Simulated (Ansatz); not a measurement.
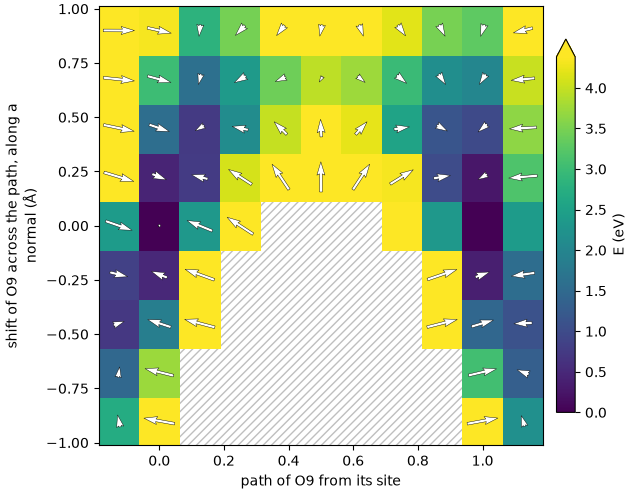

Energy landscape of SiO₂ (P4_12_12 phase) with one O vacancy (11 atoms in the cell). 
- An atom moved over a plane that holds its own site and a neighbouring vacancy (x along [1 0 0], y along [0 1 0], z along [0 0 1] of the conventional cell).
- The first coordinate is: path of O9 from its site (0) to the vacancy (1), 2.636 Å; the second: shift of O9 across the path, along a normal.
- Nothing is relaxed (all other atoms held at the sites of the perfect crystal).
- The scan uses an 11 × 9 grid; 68 points were computed and 4 follow by symmetry. At 27 points there is no value (left out of the scan, as a rule where atoms come close).
- Points are written as (first, second).
- Energies are in eV per cell, from the lowest grid point.
- The band gap closes in part of the range.
- All numbers below come from Ansatz 0.2.0, DFT PBE, scalar-relativistic, plane waves, PAW. Settings: cutoff 420 eV, k-mesh 4×4×4, gaussian smearing 0.05 eV, no spin polarisation.

The picture shows one coloured cell a grid point, arrows along the force (downhill), their lengths compressed, one colour for all values above the top of the scale, hatched blanks where no value was computed. 

Summarise what can be read from the map.

The lowest grid point is at (0.000, 0.000 Å) [nearest 2 Si at 1.63 Å]. The same energy is found at (1.000, 0.000 Å) [nearest 2 Si at 1.63 Å]. The highest grid point, (−0.125, 0.900 Å) [nearest 1 Si at 1.13 Å], lies 15.5 eV above the lowest.

The whole map (68 points run) took 7.5 min on 4 threads of Intel(R) Xeon(R) Platinum 8488C (Sapphire Rapids), on a shared host.

PAW datasets: the set soft_1.
